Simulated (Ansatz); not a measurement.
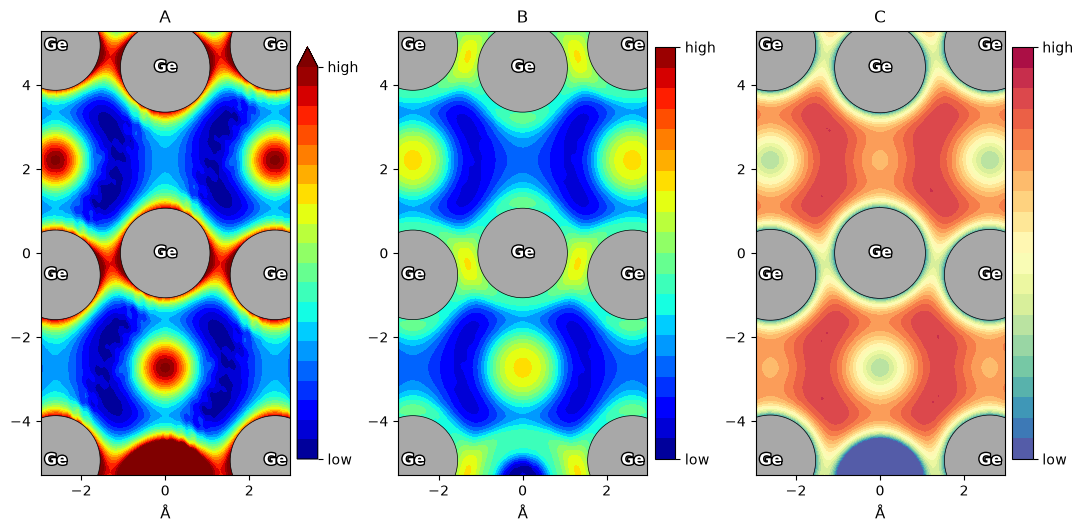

Ge: 3 fields on the (010) plane of the conventional cell, with unlabelled colour scales. Grey discs cover the atomic cores.

Space group Fmmm; a structure from a database of computed crystals, not necessarily the ambient phase.

These are results of DFT PBEsol, scalar-relativistic, plane waves, PAW (Ansatz 0.2.0), not measurements.

The panels show electron localisation function, electrostatic potential energy of an electron and valence pseudo-density in some order. Assign them.

Panel A: valence pseudo-density. Panel B: electron localisation function. Panel C: electrostatic potential energy of an electron (low next to the atoms, rising into the space between them). From the grid: Ge–Ge (2.66 Å): the density is about 0.34 e/Å³ at the midpoint; the ELF peaks at about 0.65 between the atoms.
